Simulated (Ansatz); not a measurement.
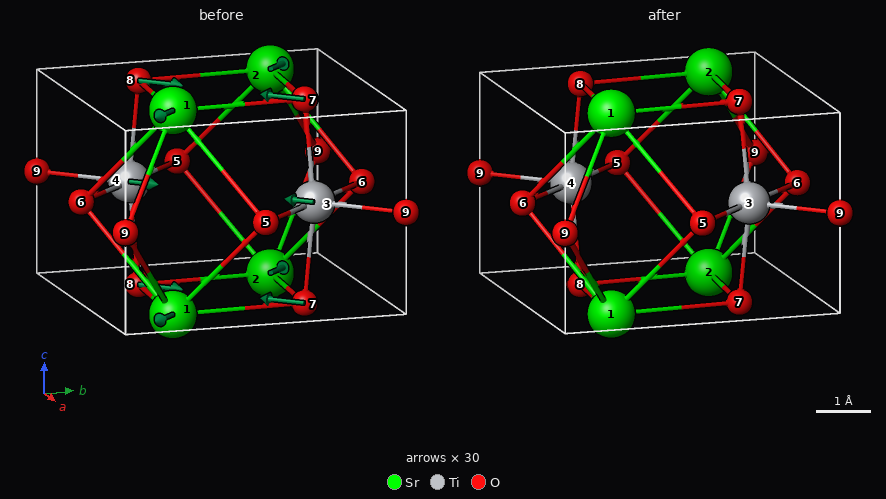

The structure of a crystal of Sr$_{2}$Ti$_{2}$O$_{5}$ (set up in Cmmm) before (left) and after (right) a relaxation, at one scale. The green arrows give the displacements (the part carried along by the change of the cell is left out), 30 times their true length.

A ball-and-stick model of the cell of the calculation, seen slightly off an axis.

All numbers below come from Ansatz, DFT PBEsol, scalar-relativistic, plane waves, PAW.

Input
```yaml
crystal:
  lattice:
    - [3.90773, -3.975337, 0.0]
    - [3.90773, 3.975337, 0.0]
    - [0.0, 0.0, 3.940037]
  atoms:
    - { symbol: Sr, position: [0.753504, 0.246496, 0.0] }
    - { symbol: Sr, position: [0.246496, 0.753504, 0.0] }
    - { symbol: Ti, position: [0.750399, 0.750399, 0.5], spin: 0.13 }
    - { symbol: Ti, position: [0.249601, 0.249601, 0.5], spin: 0.13 }
    - { symbol: O, position: [0.0, 0.5, 0.5] }
    - { symbol: O, position: [0.5, 0.0, 0.5] }
    - { symbol: O, position: [0.725197, 0.725197, 0.0] }
    - { symbol: O, position: [0.274803, 0.274803, 0.0] }
    - { symbol: O, position: [0.0, 0.0, 0.5] }
basis:
  ecutwfc: 420
kpoints:
  mp_grid: { grid: [6, 6, 10] }
hamiltonian:
  xc: pbesol
scf:
  occupations: { method: gaussian, width: 0.1 }
output:
  forces: true
  stress: true
  eigenvalues: true
  populations: true
  write_density: true
  write_potential: true
  elf: true
  volumetric_format: npy
magnetization:
  spin_polarized: true
relax:
  adjacent_minimum: "off"
  f_tol: 0.005
  max_steps: 80
  cell: { stress_tol: 0.05 }
```

Launched with:
```bash
ansatz run input.yaml --threads 2 --pin off --max-ram 5120MiB --backend cpu --events-out ev --progress --plain --runs-dir out
```

> Describe what moved and what it gained.

The run was cut off at its time limit before the program reported convergence, but its last step already meets the force threshold: the largest component is 0.0021 eV/Å against 0.005 eV/Å. The pressure is within 0.01 GPa of its target. After 7 accepted moves (8 points after the start) the energy has fallen by 14.6 meV per atom. Largest force component: 0.37 eV/Å at the start, 0.0021 eV/Å at the end. Pressure: −6.68 GPa at the start and 0.00 GPa at the end. The SCF was repeated once at an unchanged geometry on a basis and grid sized afresh for the cell, which shifted the energy by 1.7 meV per atom at most. The largest moves relative to the cell, 0.033 Å, are those of O7 and O8. O7 goes along [−1 −1 0]. Largest moves by element: O 0.033 Å, Sr 0.026 Å, Ti 0.022 Å. The volume changes by −5.2 %, with a = b 5.574 → 5.473 Å (−1.8 %), c 3.940 → 3.877 Å (−1.6 %), γ 91.0° → 91.7°. Among the contacts that change: Sr1–Ti3 3.395 → 3.334 Å, Sr1–O9 2.779 → 2.722 Å, Sr1–Ti3 (another image) 3.431 → 3.374 Å, Sr1–O5 2.775 → 2.719 Å. Among the angles between lasting bonds that change: Sr1–O8–Sr2 97.7° → 100.3°. The space group stays Cmmm (No. 65).
